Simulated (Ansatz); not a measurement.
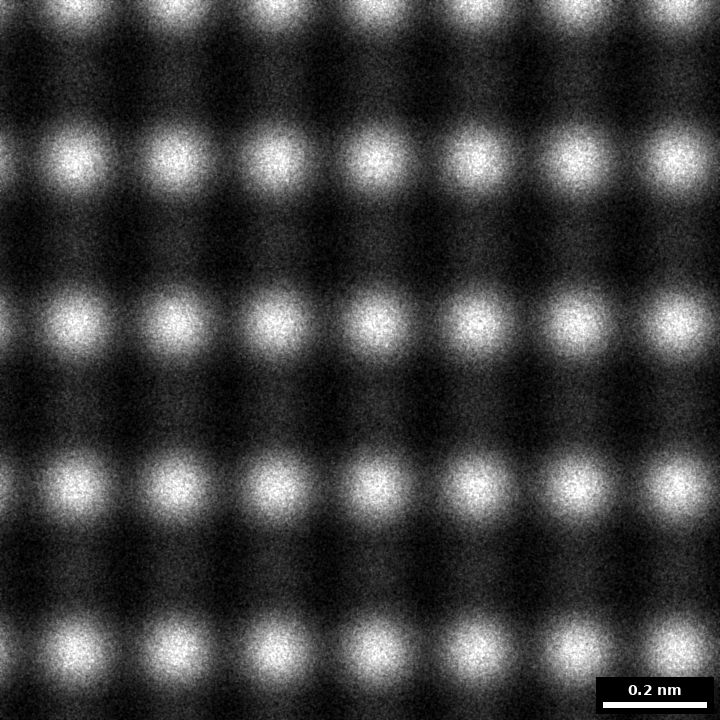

Dark-field STEM-like image of a crystal. The image is simulated as a sum over atoms of Z^1.7, blurred by a 1.09 Å probe (no channelling). The probe carries 15 % of its weight in a tail 2.5 times as wide. Shot noise was added.

Q: Measure the repeat of the pattern.

A: The pattern repeats on a rectangular net of 1.9 × 3.2 Å.

Q: Which plane group does this projection have?

A: p2mm: mirror lines in two perpendicular directions, with twofold points where they cross.

Q: How many columns does the smallest repeating cell hold, and how many levels of brightness?

A: 2 columns in the primitive cell of 6.2 Å², with 2 levels of brightness (about 100, 15 % of the brightest, counted from the darkest point).

The crystal is MgSe (Fm-3m, No. 225) seen along [211]. Structure: coordinates from a relaxation with DFT PBE, scalar-relativistic, plane waves, PAW in Ansatz 0.2.0; the starting structure was generated, so it need not be a known form of this composition.
